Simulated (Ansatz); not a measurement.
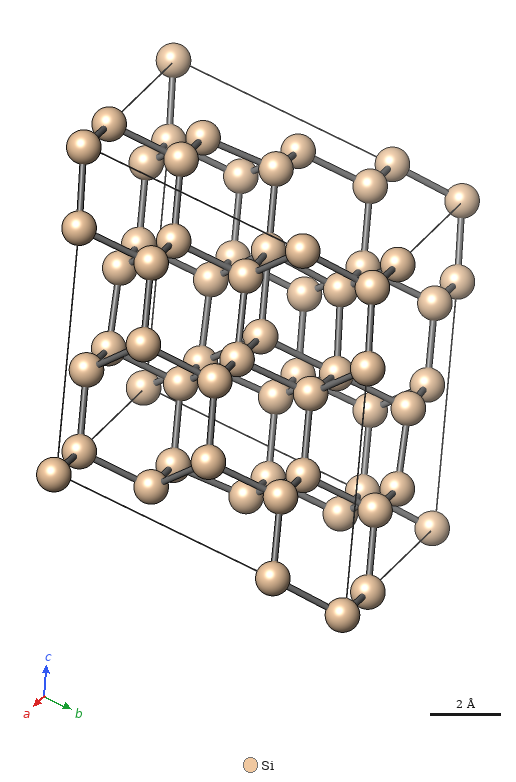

Fig. 1: The starting structure (ball-and-stick view of the cell of the calculation, seen slightly off an axis).

**Run report: Si (charge +1), geometry relaxation (part 1 of 3)**

Si (defect cell, 33 atoms in the cell, total charge +1), computed with DFT PBEsol, scalar-relativistic, plane waves, PAW, spin-polarised (Ansatz 0.2.0).

The structure derives from a Materials Project entry. It belongs to a series of runs on one base structure; here: Si interstitial, charge +1, atoms relaxed at the host's cell.

**Log**
```
Engine: ansatz 0.2.0, aarch64-unknown-linux-gnu
Pseudopotentials: kind: paw
Pseudopotential: Si, paw, valence charge 4, recommended cutoff 420 eV (normal), Si.paw.azcp
Functional definition: PBEsol
  exchange = pbesol_x
  correlation = pbesol_c
Crystal: 33 atoms, lattice volume = 641.770 Å³
Basis set: ecut = 420 eV, 12527 PW (Γ), exchange–correlation on 128×128×128 points (8 copies of the dense FFT grid, shifted against one another)
Bands: 100, of which v1, the nominal top of the filled ones, is band 66 counted from 1 (65 counted from 0)
Symmetry: 24 space group operations
Space group: I-43m (ITA 217), of the structure as read, at distance tolerance 8.6e-5 Å
Magnetic group: BNS 217.78 (UNI 1580), of the structure as read, at distance tolerance 8.6e-5 Å
k-points: 4 of 27 (time reversal used)
Non-local potential: Si, projectors of the file, l = 0: 2, l = 1: 2, l = 2: 2
PAW form: soft (Blöchl's): semilocal exchange-correlation on the pseudo side does not see the compensation charge
PAW frozen core: Si, regenerated for the run's functional, and the local potential with it (the file was generated under x = pbe(κ = 0.804, μ = 0.2195149727645171), c = pbe(β = 0.06672455060314922))
PAW one-centre angular grid: Si, 110 points (default); XC on 64 Gauss nodes
Initial density: superposition of atomic densities (chi_scale 0.1, normalization cell)
Starting moments: Σ|m| = 1.001 μB on 11 of 33 sites
Initial wavefunctions: pseudopotential atomic-orbital guess
Functional: x = pbesol(κ = 0.804, μ = 0.12345679012345678), c = pbesol(β = 0.046)
SCF iter   1: F=—  HF=-20516.510813 eV  |F-HF|=—  |Δ(HF+E_count)|=         —  Δρ=2.25e-2 (↑2.22e-2 ↓2.25e-2)  dr2=1.18e1  dr2_m=7.38e-3  M=0.325 μB ∫|m|=0.330 μB  β_m=0.30  ethr=3.10e-3  ⟨swp⟩=7.0  Hψ=3977  notcnv=0  defer=48
preconditioner: auto → Resta (q_TF=auto, 2.094 Å⁻¹)  ε∞=5.4  [insulator: Δε(μ)=0.042 eV  Ē_g=8.016 eV  σ=0.020 eV  W_gap=0.57  n_scr=86 (ndim 8)  ℏωp=16.8 eV  f_vac=0.000  D(μ)=18.94/eV (n_scr^D=134)  ε∞_Penn≈5.4]
spin=Collinear: Resta preconditioning applied to the charge; magnetization (m = ρ↑ − ρ↓) channel mixes plain (no charge-response kernel on spin).
SCF iter   2: F=—  HF=-20514.982143 eV  |F-HF|=—  |Δ(HF+E_count)|=    1.53e0  Δρ=1.67e-2 (↑1.64e-2 ↓1.67e-2)  dr2=6.59e0  dr2_m=3.93e-3  M=0.317 μB ∫|m|=0.319 μB  β_m=0.30  ethr=3.10e-3  ⟨swp⟩=1.0  Hψ=920  notcnv=0  defer=52
SCF iter   3: F=—  HF=-20513.058576 eV  |F-HF|=—  |Δ(HF+E_count)|=    1.92e0  Δρ=1.99e-3 (↑1.88e-3 ↓1.99e-3)  dr2=7.46e-2  dr2_m=1.76e-3  M=0.391 μB ∫|m|=0.392 μB  β_m=0.30  ethr=3.10e-3  ⟨swp⟩=2.1  Hψ=1106  notcnv=0  defer=52
SCF iter   4: F=—  HF=-20513.065532 eV  |F-HF|=—  |Δ(HF+E_count)|=   6.96e-3  Δρ=1.46e-3 (↑1.35e-3 ↓1.46e-3)  dr2=4.10e-2  dr2_m=1.06e-3  M=0.353 μB ∫|m|=0.354 μB  β_m=0.30  ethr=5.70e-5  ⟨swp⟩=2.0  Hψ=1178  notcnv=0  defer=212
SCF iter   5: F=—  HF=-20513.085003 eV  |F-HF|=—  |Δ(HF+E_count)|=   1.95e-2  Δρ=4.81e-4 (↑4.81e-4 ↓4.18e-4)  dr2=3.85e-3  dr2_m=6.62e-4  M=0.310 μB ∫|m|=0.311 μB  β_m=0.30  ethr=3.13e-5  ⟨swp⟩=2.2  Hψ=962  notcnv=0  defer=212
SCF iter   6: F=—  HF=-20513.086882 eV  |F-HF|=—  |Δ(HF+E_count)|=   1.88e-3  Δρ=3.07e-4 (↑3.07e-4 ↓2.86e-4)  dr2=4.58e-4  dr2_m=3.82e-4  M=0.293 μB ∫|m|=0.294 μB  β_m=0.30  ethr=2.94e-6  ⟨swp⟩=2.6  Hψ=1025  notcnv=0  defer=212
SCF iter   7: F=—  HF=-20513.087539 eV  |F-HF|=—  |Δ(HF+E_count)|=   6.56e-4  Δρ=2.09e-4 (↑2.09e-4 ↓2.08e-4)  dr2=1.12e-4  dr2_m=2.29e-4  M=0.275 μB ∫|m|=0.276 μB  β_m=0.30  ethr=3.50e-7  ⟨swp⟩=2.4  Hψ=981  notcnv=0  defer=212
Mixer restart at iter 7: flushing history
spin-set hold released at iteration 7 (site moments contracting): the magnetisation degrees of freedom join the quasi-Newton model from the next iteration; the mixer history was flushed
SCF iter   8: F=—  HF=-20513.087711 eV  |F-HF|=—  |Δ(HF+E_count)|=   1.72e-4  Δρ=1.63e-4 (↑1.63e-4 ↓1.61e-4)  dr2=5.32e-5  dr2_m=1.41e-4  M=0.258 μB ∫|m|=0.259 μB  β_m=0.65  ethr=8.56e-8  ⟨swp⟩=2.6  Hψ=899  notcnv=0  defer=212
SCF iter   9: F=—  HF=-20513.088047 eV  |F-HF|=—  |Δ(HF+E_count)|=   3.36e-4  Δρ=3.99e-5 (↑3.98e-5 ↓3.99e-5)  dr2=6.88e-7  dr2_m=9.18e-6  M=0.187 μB ∫|m|=0.189 μB  β_m=0.82  ethr=1.19e-8  ⟨swp⟩=20.5  Hψ=7921  notcnv=0
SCF iter  10: F=—  HF=-20513.088108 eV  |F-HF|=—  |Δ(HF+E_count)|=   6.08e-5  Δρ=2.81e-5 (↑2.81e-5 ↓2.59e-5)  dr2=8.30e-7  dr2_m=4.25e-6  M=0.146 μB ∫|m|=0.148 μB  β_m=0.91  ethr=5.25e-10  ⟨swp⟩=11.9  Hψ=6045  notcnv=0
SCF iter  11: F=—  HF=-20513.088168 eV  |F-HF|=—  |Δ(HF+E_count)|=   6.01e-5  Δρ=1.44e-5 (↑1.41e-5 ↓1.44e-5)  dr2=4.11e-7  dr2_m=1.17e-6  M=0.080 μB ∫|m|=0.081 μB  β_m=0.96  ethr=5.25e-10  ⟨swp⟩=13.0  Hψ=6424  notcnv=0
SCF iter  12: F=—  HF=-20513.088191 eV  |F-HF|=—  |Δ(HF+E_count)|=   2.28e-5  Δρ=5.63e-6 (↑3.89e-6 ↓5.63e-6)  dr2=1.98e-7  dr2_m=1.11e-7  M=0.022 μB ∫|m|=0.022 μB  β_m=0.98  ethr=3.14e-10  ⟨swp⟩=12.5  Hψ=6103  notcnv=0
SCF iter  13: F=-20513.088193 eV  HF=-20513.088193 eV  |F-HF|=9.94e-9  |Δ(HF+E_count)|=   1.73e-6  Δρ=1.50e-6 (↑9.49e-7 ↓1.50e-6)  dr2=4.22e-8  dr2_m=4.53e-9  M=0.003 μB ∫|m|=0.003 μB  ethr=1.51e-10  ⟨swp⟩=10.9  Hψ=5421  notcnv=0
WARN: the starting moments were not kept: the SCF closed with an absolute magnetisation of 2.8e-3 μB, where they sum to 1.001 μB in size (11 sites). That is at most 0.1 of that sum. Measured as dr2_m measures the in/out step, that magnetisation stands 4.6e-8 eV from none, at or under the dr2_threshold of 1.6e-5 eV: it is no larger than a step whose dr2_m would equal this threshold. The system may hold no moment; this SCF shows only that its start led to no more than that. To try another start: raise the starting moments (crystal.atoms[].spin, magnetization.per_species, magnetization.initial_magnetization, or on a non-collinear deck that types none of these the spinor_matrix: blocks that start its atoms; where the total moment is fixed, keep their sum and leave initial_magnetization as it is; typed ones take the place of any that the run laid by itself, positive ones on a crystal's lanthanoids without a Hubbard term where scf.initial_density.shell_occupations: [] is typed) or, if the notice of its spin-set hold's release reads "site moments contracting" or "site moments show no strong build", lengthen the hold (scf.mixing.spin_hold: { on: { confirm: 4 } }; for m-r²SCAN on two components see the key's manual first). Each may lead to a state that holds a moment. A second SCF, from the converged charge density, with the starting moments and any scf.initial_density.shell_occupations laid on it anew, would have followed, and was not run: the deck does not ask for one (magnetization.retry_lost_moments is false, the default). To let it run, set magnetization.retry_lost_moments: true and run the deck again, where that key's refused combinations let it; where memory then withholds it, that run's warning says so.
SCF 1 converged in 13 iterations: F = -20513.088193 eV  dr2 = 4.22e-8
  greatest PAW one-centre occupation: 0.736 electrons in one spin orbital (limit 2), on the Si atom at site 32 (counted from 0), in its partial waves of l = 0
relax step   1: F+E_penalty+E_count = -20513.08819257 eV  Δ(F+E_penalty+E_count) = +0.000e0 eV  max|allowed force component| = 1.157e-1 eV/Å  Δτ_max = 0.0000 Å  (13 SCF iters, dr2 threshold 1.56e-5 eV, accepted)
Initial density: handed on by an earlier stage of this run
Starting moments: Σ|m| = 1.001 μB on 11 of 33 sites; this step starts from the density that it was given
Initial wavefunctions: those handed on with the density
iter 1 solved again at ethr=1.27e-6 eV; its pass at ethr=3.10e-3 eV (dr2=1.67e-3 eV) is discarded
SCF iter   1: F=—  HF=-20513.094183 eV  |F-HF|=—  |Δ(HF+E_count)|=         —  Δρ=2.16e-4 (↑2.15e-4 ↓2.16e-4)  dr2=1.82e-3  dr2_m=4.16e-7  M=0.002 μB ∫|m|=0.002 μB  β_m=0.30  ethr=1.27e-6  ⟨swp⟩=2.2  Hψ=2356  notcnv=0  defer=218
preconditioner: auto → Resta (q_TF=auto, 2.094 Å⁻¹)  ε∞=5.5  [insulator: Δε(μ)=0.032 eV  Ē_g=7.873 eV  σ=0.020 eV  W_gap=0.70  n_scr=86 (ndim 8)  ℏωp=16.8 eV  f_vac=0.000  D(μ)=23.12/eV (n_scr^D=176)  ε∞_Penn≈5.5]
spin=Collinear: Resta preconditioning applied to the charge; magnetization (m = ρ↑ − ρ↓) channel mixes plain (no charge-response kernel on spin).
SCF iter   2: F=—  HF=-20513.093978 eV  |F-HF|=—  |Δ(HF+E_count)|=   2.05e-4  Δρ=1.46e-4 (↑1.46e-4 ↓1.46e-4)  dr2=5.50e-4  dr2_m=2.33e-7  M=0.001 μB ∫|m|=0.002 μB  β_m=0.51  ethr=1.27e-6  ⟨swp⟩=1.8  Hψ=656  notcnv=0  defer=218
SCF iter   3: F=—  HF=-20513.094022 eV  |F-HF|=—  |Δ(HF+E_count)|=   4.34e-5  Δρ=4.56e-5 (↑4.56e-5 ↓4.56e-5)  dr2=5.35e-5  dr2_m=2.44e-8  M=0.001 μB ∫|m|=0.001 μB  β_m=0.63  ethr=4.20e-7  ⟨swp⟩=2.9  Hψ=1011  notcnv=0  defer=218
SCF iter   4: F=—  HF=-20513.094014 eV  |F-HF|=—  |Δ(HF+E_count)|=   7.47e-6  Δρ=4.61e-6 (↑4.61e-6 ↓4.46e-6)  dr2=1.36e-6  dr2_m=9.48e-10  M=0.001 μB ∫|m|=0.001 μB  β_m=0.76  ethr=4.08e-8  ⟨swp⟩=2.0  Hψ=886  notcnv=0  defer=218
SCF iter   5: F=-20513.094014 eV  HF=-20513.094014 eV  |F-HF|=7.41e-8  |Δ(HF+E_count)|=   1.97e-8  Δρ=1.34e-6 (↑1.34e-6 ↓1.33e-6)  dr2=1.08e-7  dr2_m=2.81e-10  M=0.001 μB ∫|m|=0.001 μB  ethr=6.39e-10  ⟨swp⟩=15.2  Hψ=6180  notcnv=0
the starting moments were not kept: the SCF closed with an absolute magnetisation of 5.6e-4 μB, where they sum to 1.001 μB in size (11 sites). That is at most 0.1 of that sum. Measured as dr2_m measures the in/out step, that magnetisation stands 1.7e-9 eV from none, at or under the dr2_threshold of 8.4e-7 eV: it is no larger than a step whose dr2_m would equal this threshold.
SCF 2 converged in 5 iterations: F = -20513.094014 eV  dr2 = 1.08e-7
relax step   2: F+E_penalty+E_count = -20513.09401408 eV  Δ(F+E_penalty+E_count) = -5.822e-3 eV  max|allowed force component| = 4.283e-2 eV/Å  Δτ_max = 0.0094 Å  (5 SCF iters, dr2 threshold 8.37e-7 eV, accepted)
SCF iter   1: F=—  HF=-20513.095044 eV  |F-HF|=—  |Δ(HF+E_count)|=         —  Δρ=1.45e-4 (↑1.45e-4 ↓1.45e-4)  dr2=5.55e-4  dr2_m=2.12e-7  M=-0.000 μB ∫|m|=0.001 μB  β_m=0.30  ethr=7.22e-6  ⟨swp⟩=3.0  Hψ=1618  notcnv=0  defer=218
preconditioner: auto → Resta (q_TF=auto, 2.094 Å⁻¹)  ε∞=5.5  [insulator: Δε(μ)=0.038 eV  Ē_g=7.873 eV  σ=0.020 eV  W_gap=0.75  n_scr=86 (ndim 8)  ℏωp=16.8 eV  f_vac=0.000  D(μ)=20.70/eV (n_scr^D=140)  ε∞_Penn≈5.5]
spin=Collinear: Resta preconditioning applied to the charge; magnetization (m = ρ↑ − ρ↓) channel mixes plain (no charge-response kernel on spin).
SCF iter   2: F=—  HF=-20513.094986 eV  |F-HF|=—  |Δ(HF+E_count)|=   5.81e-5  Δρ=1.04e-4 (↑1.04e-4 ↓1.04e-4)  dr2=2.45e-4  dr2_m=1.16e-7  M=-0.000 μB ∫|m|=0.001 μB  β_m=0.62  ethr=4.24e-7  ⟨swp⟩=1.0  Hψ=920  notcnv=0  defer=218
SCF iter   3: F=—  HF=-20513.094948 eV  |F-HF|=—  |Δ(HF+E_count)|=   3.76e-5  Δρ=1.37e-5 (↑1.37e-5 ↓1.35e-5)  dr2=3.56e-6  dr2_m=3.23e-9  M=-0.000 μB ∫|m|=0.000 μB  β_m=0.76  ethr=1.87e-7  ⟨swp⟩=2.0  Hψ=873  notcnv=0  defer=218
SCF iter   4: F=—  HF=-20513.095114 eV  |F-HF|=—  |Δ(HF+E_count)|=   1.66e-4  Δρ=1.95e-6 (↑1.95e-6 ↓1.92e-6)  dr2=1.71e-7  dr2_m=1.62e-10  M=-0.000 μB ∫|m|=0.000 μB  β_m=0.74  ethr=2.72e-9  ⟨swp⟩=2.0  Hψ=1114  notcnv=0  defer=218
SCF iter   5: F=-20513.095114 eV  HF=-20513.095114 eV  |F-HF|=3.54e-9  |Δ(HF+E_count)|=   3.33e-9  Δρ=6.63e-7 (↑6.58e-7 ↓6.63e-7)  dr2=9.19e-9  dr2_m=3.33e-11  M=-0.000 μB ∫|m|=0.000 μB  ethr=7.63e-11  ⟨swp⟩=14.4  Hψ=5652  notcnv=0
the starting moments were not kept: the SCF closed with an absolute magnetisation of 5.6e-5 μB, where they sum to 1.001 μB in size (11 sites). That is at most 0.1 of that sum. Measured as dr2_m measures the in/out step, that magnetisation stands 1.9e-11 eV from none, at or under the dr2_threshold of 1.0e-7 eV: it is no larger than a step whose dr2_m would equal this threshold.
SCF 3 converged in 5 iterations: F = -20513.095114 eV  dr2 = 9.19e-9
  greatest PAW one-centre occupation: 0.737 electrons in one spin orbital (limit 2), on the Si atom at site 32 (counted from 0), in its partial waves of l = 0
relax step   3: F+E_penalty+E_count = -20513.09511423 eV  Δ(F+E_penalty+E_count) = -1.100e-3 eV  max|allowed force component| = 1.910e-3 eV/Å  Δτ_max = 0.0061 Å  (5 SCF iters, accepted)
```

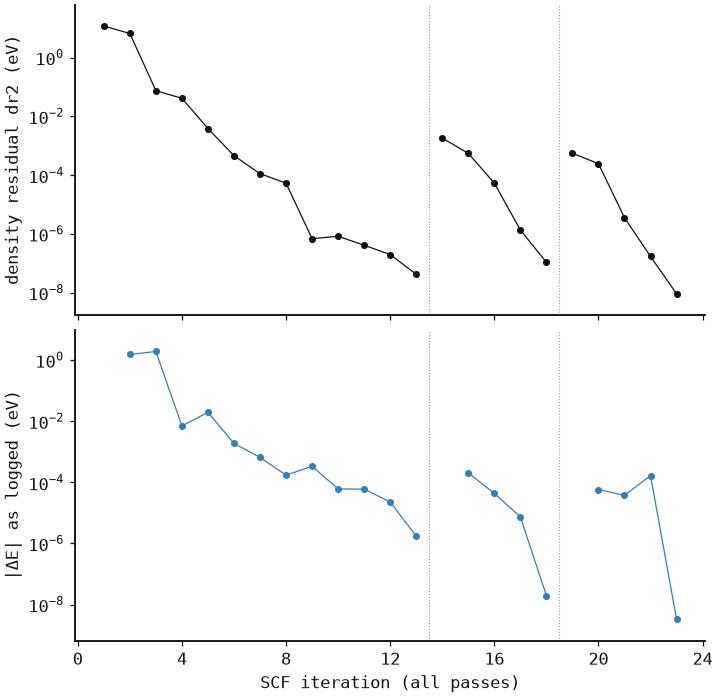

Fig. 2: Convergence of the self-consistent field: density residual dr2 and size of the energy change against the SCF iteration. The dotted lines part the SCF passes of the relaxation: geometry steps, rejected trials and re-solves on a re-selected basis. The passes take 13, 5 and 5 iterations.

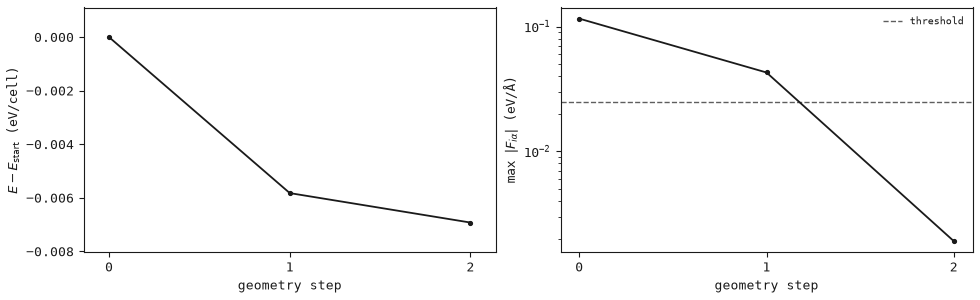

Fig. 3: Progress of the relaxation, step by step (the first geometry is step 0 here and step 1 in the log).

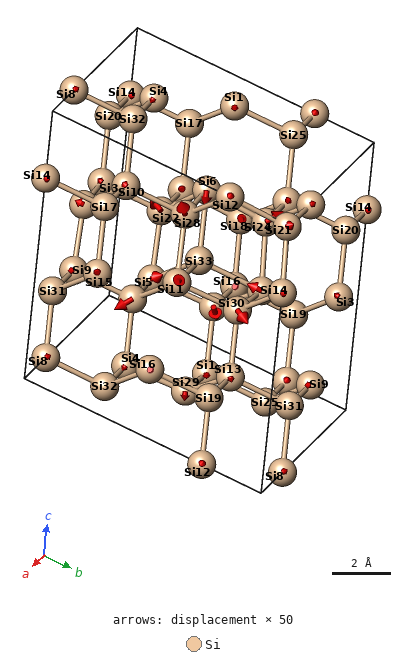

Fig. 4: The starting structure with the displacements as red arrows, magnified 50 times (ball-and-stick view of the cell of the calculation, seen slightly off an axis). Over 2 geometry steps the energy falls by 6.9 meV per cell of the calculation. The largest force component goes from 0.12 to 0.0019 eV/Å. The largest moves, 0.016 Å, are those of Si22, Si23, Si24, Si27, Si28 and Si30. The cell stays as it was. Among the contacts that change: Si11–Si33 2.478 → 2.466 Å, Si11–Si18 2.339 → 2.344 Å. (Atoms are counted from 1 in the order of the input.)

```
SCF converged after 5 iterations
Magnetization: -0.0000 μB (65.5000 up, 65.5000 down)
Absolute magnetization: 0.0001 μB (∫|ρ↑−ρ↓|, with the PAW one-centre terms)
Spin contamination: 0.0000 ħ² per cell (⟨S²⟩ above its minimum at these occupations)
```
